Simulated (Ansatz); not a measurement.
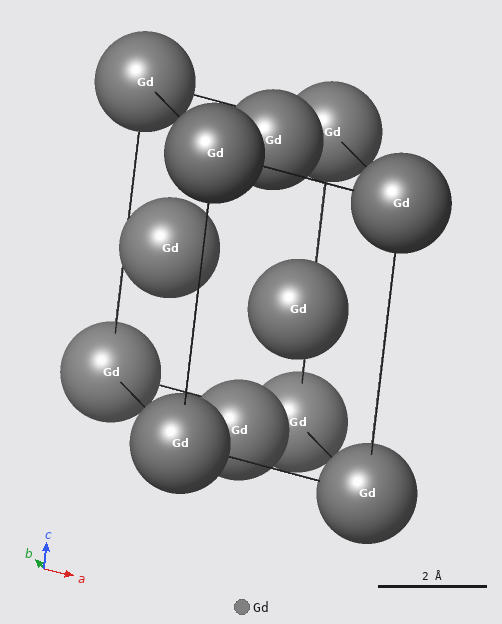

Drawn in the spheres-only manner and seen slightly off an axis. The parallelepiped is the unit cell.

The box has a = 3.703 Å, b = 6.428 Å, c = 6.961 Å, α = 117.23°, β = 105.14°, γ = 90.34°.

**Determine the atoms per cell.**

4 (gadolinium), counting shared atoms by their share.

**From which higher-symmetry structure does this one deviate slightly?**

It is a distorted form of a primitive hexagonal structure, space group P6_3/mmc (No. 194) within 0.60 Å: hexagonal close-packed (Mg type).

The model is a known structure type with the cell strained and the atoms shaken on purpose; its atoms and cell weren't optimised. It went into a calculation with Ansatz.
